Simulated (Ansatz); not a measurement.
Cs2Br

Input file:

```
crystal:
  lattice:
    - [5.1213601797, 0.0, 0.0]
    - [-2.5606800899, 4.4352280176, 0.0]
    - [0.0, 0.0, 9.0110882]
  atoms:
    - { symbol: Cs, position: [0.6666666667, 0.3333333333, 0.241305] }
    - { symbol: Cs, position: [0.3333333333, 0.6666666667, 0.758695] }
    - { symbol: Br, position: [0.0, 0.0, 0.0] }
basis:
  ecutwfc: 500
kpoints:
  mp_grid: { grid: [12, 12, 6] }
  band_path:
    path:
      - [[0.0, 0.0, 0.0], [0.5, 0.0, 0.0], [0.33333333, 0.33333333, 0.0], [0.0, 0.0, 0.0], [0.0, 0.0, 0.5], [0.5, 0.0, 0.5], [0.33333333, 0.33333333, 0.5], [0.0, 0.0, 0.5]]
      - [[0.5, 0.0, 0.5], [0.5, 0.0, 0.0]]
      - [[0.33333333, 0.33333333, 0.5], [0.33333333, 0.33333333, 0.0]]
    npoints: 14
hamiltonian:
  xc: r2scan
scf:
  occupations: { method: gaussian, width: 0.1 }
  n_extra_bands: 7
output:
  forces: true
  stress: true
  eigenvalues: true
  populations: true
  dos: { projected: true, de: 0.02, nscf_kmesh: { grid: [15, 15, 8] } }
  bader: true
  write_density: true
  write_potential: true
  elf: true
  volumetric_format: npy
```

Command:

```sh
ansatz run input.yaml --threads 1 --pin off --max-ram 3072MiB --backend cpu --events-out ev --progress --plain --runs-dir out
```

Below, planes, directions and counts refer to the conventional cell (a = 5.12 Å, b = 5.12 Å, c = 9.01 Å, α = 90.00°, β = 90.00°, γ = 120.00°).

Space group P-3m1; a structure generated by program, which may or may not match a known phase; computed without spin polarisation.

All numbers below come from DFT r2SCAN, scalar-relativistic, plane waves, PAW in Ansatz.

In a PAW calculation such maps are meaningful between the atoms, not at the nuclei.

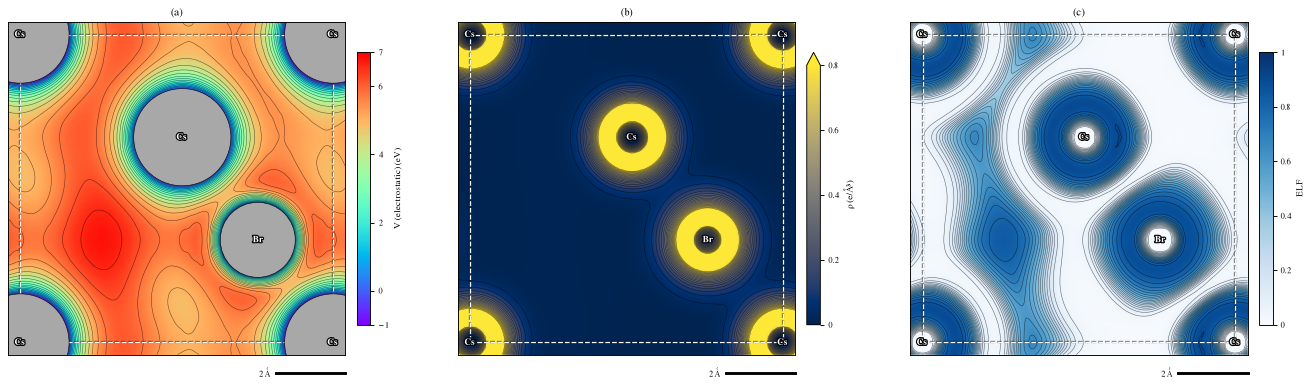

Figure 1. (a) electrostatic potential energy of an electron; (b) valence electron density; (c) electron localisation function on the (110) plane of the conventional cell. Grey discs cover the atomic cores in the potential map.

Question: What do the fields say about this system?

Answer: Atoms in the plane: Cs and Br. Cs–Br (3.67 Å): ρ at the midpoint is about 0.07 e/Å³; the ELF is about 0.05 at the midpoint: no shared electron pair shows on this line. Between the atoms the lowest density in this plane is 0.004 e/Å³. The ELF has a maximum of about 0.85 in the space between the atoms, 3.7 Å from six Cs atoms, on no atom or two-centre bond. The features right at Cs lie inside the PAW spheres, where the map follows smoothed inner orbitals and isn't to be read closely. Outside the cores the potential energy rises away from the atoms and is highest about 3.7 Å from the nearest atoms; its zero is arbitrary.

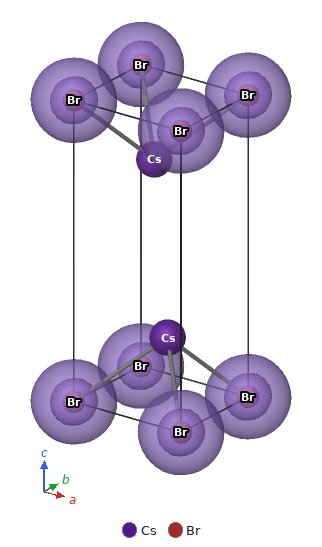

Figure 2. Isosurface of the electron localisation function at 0.8 (purple), seen slightly off an axis. Core shells and regions of very low density are left out. Sticks mark near contacts.

Question: Identify the bonds, lone pairs and shells in this picture.

Answer: The ELF exceeds this value in one region wrapped around Br (its valence shell), counted in one cell of 3 atoms. Regions shared between cells count once.

Question: How much charge does the calculation move between the atoms?

Answer: Electrons move from Cs towards Br. Bader charges: Cs +0.44 and Br −0.89 e.

Question: Does the calculation make it a metal, or give it a gap?

Answer: It is metallic or semimetallic at this level of theory: no gap opens.
